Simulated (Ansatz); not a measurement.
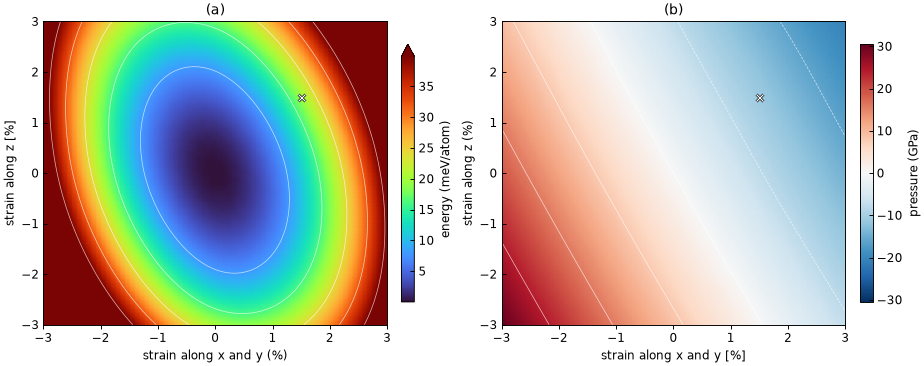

HfN (P6_3/mmc, No. 194; 4 atoms in the cell). The cell is strained homogeneously, by one strain along x and y and another along z, with fractional coordinates fixed (x along [1 0 0], z along [0 0 1] of the conventional cell). First axis: strain along x and y. Second axis: strain along z. The grid has 5 × 5 points. At 1 point there is no value. Points are written as (first, second). Energies are in meV/atom, from the lowest grid point. All numbers below come from DFT r2SCAN, scalar-relativistic, plane waves, PAW in Ansatz. Settings: cutoff 500 eV, k-mesh 18×18×10 in the order of the run's cell vectors, gaussian smearing 0.15 eV, no spin polarisation.

Panel (a) is the energy; panel (b) is the computed pressure, in GPa.

Drawn: a smooth colour map with a few white contour lines, crosses at grid points without a value, one colour for all values above the top of the scale. Between grid points the surface is interpolated.

How does the pressure vary over the map, and what is it at the lowest grid point?

Answer. It runs from −20.4 GPa at (3.0 %, 3.0 %) to 30.5 GPa at (−3.0 %, −3.0 %). At the lowest grid point, (0.0 %, 0.0 %), it is 0.0 GPa.

| strain along z ↓, strain along x and y → | −3.0 | −1.5 | 0.0 | 1.5 | 3.0 |
| --- | --- | --- | --- | --- | --- |
| 3.0 | 9.3 | 0.3 | −7.6 | −14.5 | −20.4 |
| 1.5 | 14.0 | 4.4 | −4.0 | – | −17.6 |
| 0.0 | 19.0 | 8.9 | 0.0 | −7.8 | −14.5 |
| −1.5 | 24.5 | 13.7 | 4.3 | −3.9 | −11.1 |
| −3.0 | 30.5 | 19.1 | 9.0 | 0.3 | −7.3 |
